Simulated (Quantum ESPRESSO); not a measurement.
## A series of single points on BAs

System: BAs (F-43m, 2 atoms in the cell).
Method: Kohn-Sham DFT of a periodic cell, PBE with D3(BJ), PseudoDojo 0.4.1 SR PBE standard, no spin polarisation (Quantum ESPRESSO 7.5).

The 7 runs differ only in the geometry, by an even scaling of the cell at fixed fractional positions. The structure derives from an entry of the Crystallography Open Database.

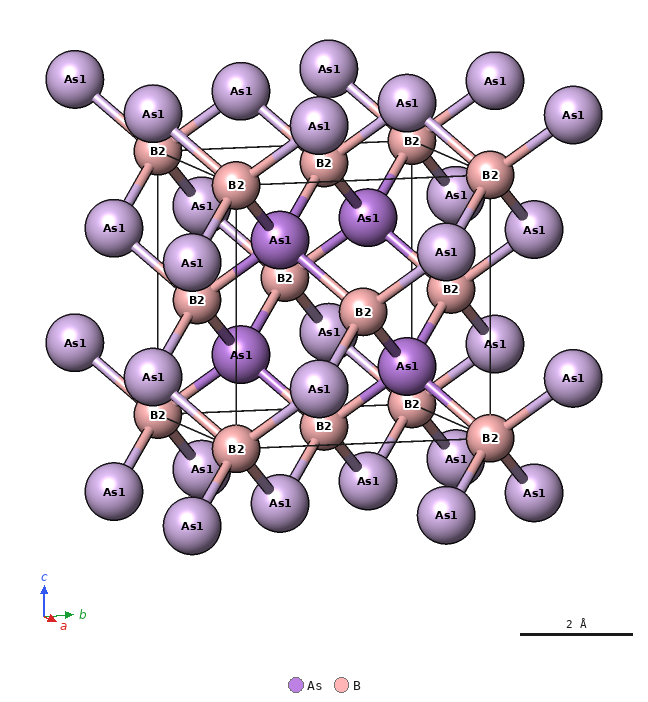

Figure 1. The structure of run 4 (ball-and-stick view of the cell 4 times as large as that of the calculation, set on its symmetry axes, seen slightly off an axis; neighbours outside the cell are drawn fainter; atoms are numbered from 1 in the order of the input).

**Input of run 4**
```
&CONTROL
  calculation = 'scf'
  prefix = 'pwscf'
  outdir = './tmp'
  pseudo_dir = './pseudo'
  tprnfor = .true.
  tstress = .true.
  disk_io = 'nowf'
/
&SYSTEM
  ibrav = 0
  nat = 2
  ntyp = 2
  ecutwfc = 84
  nbnd = 15
  occupations = 'smearing'
  smearing = 'fd'
  degauss = 0.00367493
  vdw_corr = 'grimme-d3'
  dftd3_version = 4
/
&ELECTRONS
  conv_thr = 4d-10
  electron_maxstep = 120
  mixing_beta = 0.5
/
ATOMIC_SPECIES
As    74.9216 As.upf
B     10.8100 B.upf
CELL_PARAMETERS angstrom
   0.0000000000    2.3885000000    2.3885000000
   2.3885000000    0.0000000000    2.3885000000
   2.3885000000    2.3885000000    0.0000000000
ATOMIC_POSITIONS crystal
As     0.7500000000    0.7500000000    0.7500000000
B      0.0000000000    0.0000000000    0.0000000000
K_POINTS automatic
10 10 10 0 0 0
```

Command:
```bash
OMP_NUM_THREADS=1 pw.x -in pw.in > pw.out
```

Lattice vectors (Å) and fractional positions of run 4:
```
   0.000000    2.388500    2.388500
   2.388500    0.000000    2.388500
   2.388500    2.388500    0.000000
As  0.750000  0.750000  0.750000
B   0.000000  0.000000  0.000000
```

Run 6 differs from it as follows:
```diff
-   0.0000000000    2.3885000000    2.3885000000
-   2.3885000000    0.0000000000    2.3885000000
-   2.3885000000    2.3885000000    0.0000000000
+   0.0000000000    2.4199312360    2.4199312360
+   2.4199312360    0.0000000000    2.4199312360
+   2.4199312360    2.4199312360    0.0000000000
```

**Results, with one run withheld**

| run | volume per atom (Å³) | free energy per atom, from the lowest run given (meV) | pressure (GPa) | gap on the mesh (eV) |
| --- | --- | --- | --- | --- |
| 1 | 12.809 | 19.83 | 8.90 | 1.13 |
| 2 | 13.081 | 7.72 | 5.38 | 1.15 |
| 3 | 13.354 | 1.30 | 2.21 | 1.18 |
| 4 | 13.626 | 0.00 | −0.66 | 1.20 |
| 5 | 13.899 | 3.34 | −3.24 | 1.22 |
| 6 | 14.171 | ? | ? | ? |
| 7 | 14.444 | 22.11 | −7.65 | 1.25 |

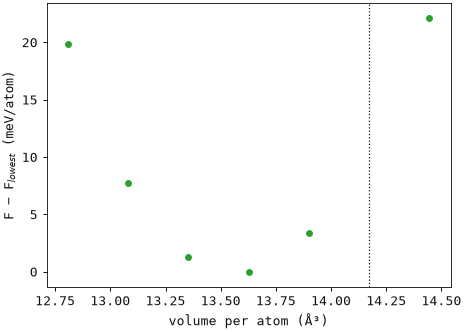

Figure 2. Free energy per atom of the runs given; the dotted line marks run 6.

Fit the runs given and predict run 6.

A cubic polynomial in V^(−2/3) (the Birch–Murnaghan form), fitted to the 6 runs given, misses them by at most 0.01 meV per atom. With x = V^(−2/3) − 0.17622 Å⁻², it reads F = −0.0647 + 325.33 x + 4.2696e+05 x² + 2.1714e+05 x³ (meV per atom). At run 6 it gives 10.83 meV per atom, and the run itself gives 10.85. The slope of the fit gives a pressure −dF/dV of −5.55 GPa there, and the run prints −5.57 GPa. The fit has its minimum at 13.562 Å³ per atom, where V d²F/dV² gives 139 GPa: the bulk modulus at this level, since symmetry fixes the shape and the positions. The gap on the mesh goes, without turning, from 1.13 eV in run 1 to 1.25 eV in run 7; run 6 has 1.23 eV. These are gaps of this functional on this mesh, which can miss the band edges; they aren't the measured gap.

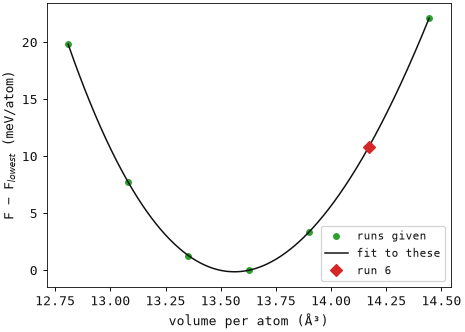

Figure 3. The fit and the withheld run.

**Some lines of the output (run 6)**
```
[...]
     unit-cell volume          =     191.2651 (a.u.)^3
     number of k points=    47  Fermi-Dirac smearing, width (Ry)=  0.0037
     total energy              =    -218.03640569 Ry
     total energy              =    -218.06184730 Ry
     total energy              =    -218.06276463 Ry
     total energy              =    -218.06284765 Ry
     total energy              =    -218.06285408 Ry
     total energy              =    -218.06285464 Ry
     total energy              =    -218.06285466 Ry
     the Fermi energy is    11.3183 ev
!    total energy              =    -218.06285466 Ry
     The total energy is F=E-TS. E is the sum of the following terms:
     Computing stress (Cartesian axis) and pressure
          total   stress  (Ry/bohr**3)                   (kbar)     P=      -55.65
```
